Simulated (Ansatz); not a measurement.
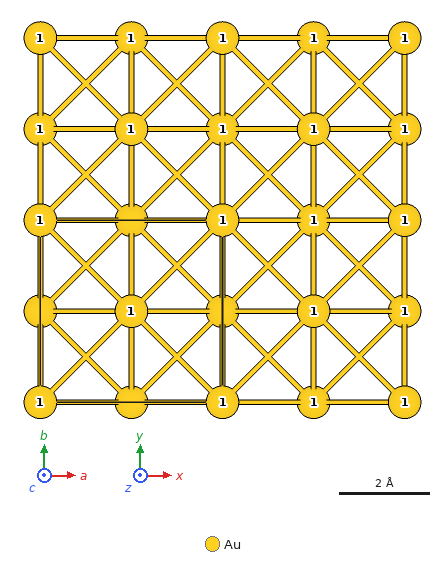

A scan of solid Au (Fm-3m): the cell is strained equally along x and y and separately along z, with the atoms kept at their fractional coordinates. x, y and z are the Cartesian axes of the input. The picture shows the reference cell. Style: ball-and-stick. Shown: the conventional cell (4 times the calculation's cell), repeated 2 × 2 × 1 with one cell outlined, along the c axis. Lengths and directions refer to the drawn axes.

Theory: Ansatz, DFT PBE, scalar-relativistic, plane waves, PAW. Settings: plane-wave cutoff 420 eV; k-point mesh 20 × 20 × 20; occupations gaussian; smearing width 0.15 eV; no spin polarisation. Energies (free energies at the smearing named) are counted from the cell as listed in its source, which wasn't relaxed.

Input
```yaml
crystal:
  lattice:
    - [0.0, 2.0455, 2.0455]
    - [2.0455, 0.0, 2.0455]
    - [2.0455, 2.0455, 0.0]
  atoms:
    - { symbol: Au, position: [0.0, 0.0, 0.0] }
basis:
  ecutwfc: 420
kpoints:
  mp_grid: { grid: [20, 20, 20] }
hamiltonian:
  xc: pbe
scf:
  occupations: { method: gaussian, width: 0.15 }
output:
  forces: true
  stress: true
  eigenvalues: true
  write_density: true
  write_potential: true
  elf: true
  volumetric_format: npy
```

Command:
```bash
ansatz run input.yaml --threads 1 --pin off --max-ram 2560MiB --backend cpu --events-out ev --progress --plain --runs-dir out
```

Give the energy at each point on a grid with rows −0.030, −0.015, 0.000, 0.015, 0.030 and columns −0.030, −0.015, 0.000, 0.015, 0.030 (strain along x and y; strain along z).

Answer. Rows: strain along x and y; columns: strain along z; values in meV/atom.

|  | −0.030 | −0.015 | 0.000 | 0.015 | 0.030 |
| --- | --- | --- | --- | --- | --- |
| −0.030 | 165.3 | 124.5 | 90.6 | 63.1 | 41.5 |
| −0.015 | 89.1 | 58.8 | 34.8 | 16.4 | 3.2 |
| 0.000 | 36.0 | 15.3 | 0.0 | −10.3 | −16.0 |
| 0.015 | 2.8 | −9.4 | −16.8 | −19.9 | −18.9 |
| 0.030 | −13.3 | −18.0 | −18.4 | −15.0 | −8.2 |

In pairs of (strain along x and y; strain along z): the lowest computed point lies at (0.015, 0.015) (−19.9 meV/atom), the highest at (−0.030, −0.030) (165.3 meV/atom). The valley is tilted: raising the in-plane strain is made harder by raising the strain along z (cross term 0.86 of the geometric mean of the two curvatures). Over the ranges scanned the energy rises more along the first axis, the in-plane strain. The pressure runs from −5.0 GPa at (0.030, 0.030) to 29.5 GPa at (−0.030, −0.030).

As a map, interpolated between the computed points (dots):

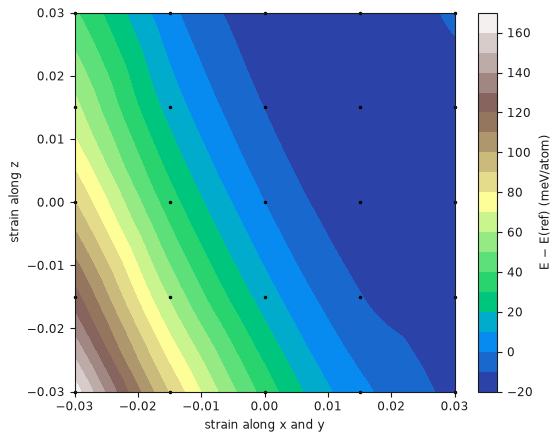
